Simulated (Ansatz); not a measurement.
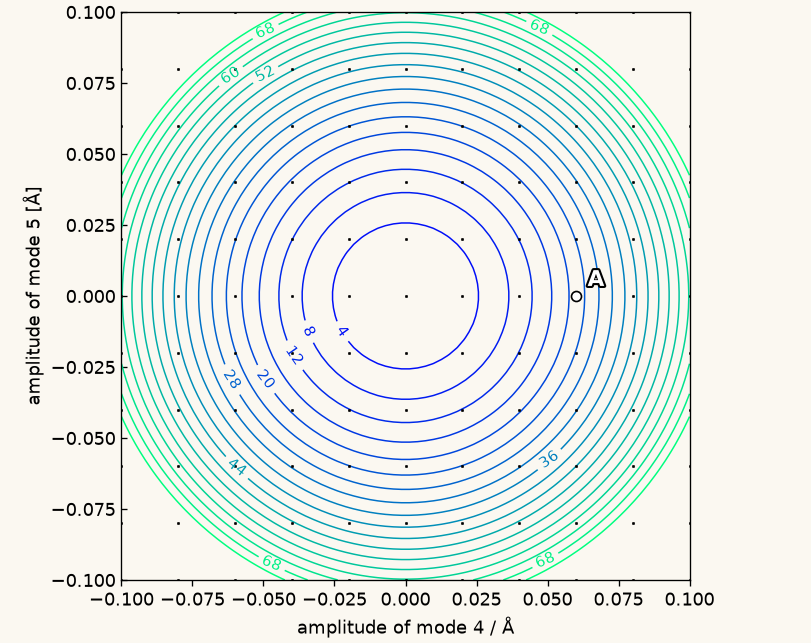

AlNi (Pm-3m, No. 221; 2 atoms in the cell). The energy is mapped over two normal modes frozen in (zone-centre modes of the 2-atom cell of this scan). First axis: amplitude of mode 4 (289 cm⁻¹), largest displacement. Second axis: amplitude of mode 5 (289 cm⁻¹), largest displacement. Nothing is relaxed (the cell and all other modes fixed). The grid has 11 × 11 points; 21 points were computed and 100 follow by symmetry. Points are written as (first, second). Energies: meV per cell, counted from the lowest grid point. The runs have no spin polarisation; a magnetic state may lie lower. The calculation used DFT PBE, scalar-relativistic, plane waves, PAW in Ansatz 0.2.0. Settings: cutoff 520 eV, k-mesh 16×16×16, gaussian smearing 0.15 eV, no spin polarisation.

The picture shows contour lines labelled in meV (none above 72), dots at the grid points, the point A. Between grid points the surface is interpolated.

Question: Which way does the force act at A, and how strong is it?

Answer: A, at (0.06 Å, 0.00 Å), is not a stationary point. The computed force is 720 meV for each Å towards smaller values of the first coordinate and nearly zero along the second coordinate.

PAW datasets: the set soft_1.
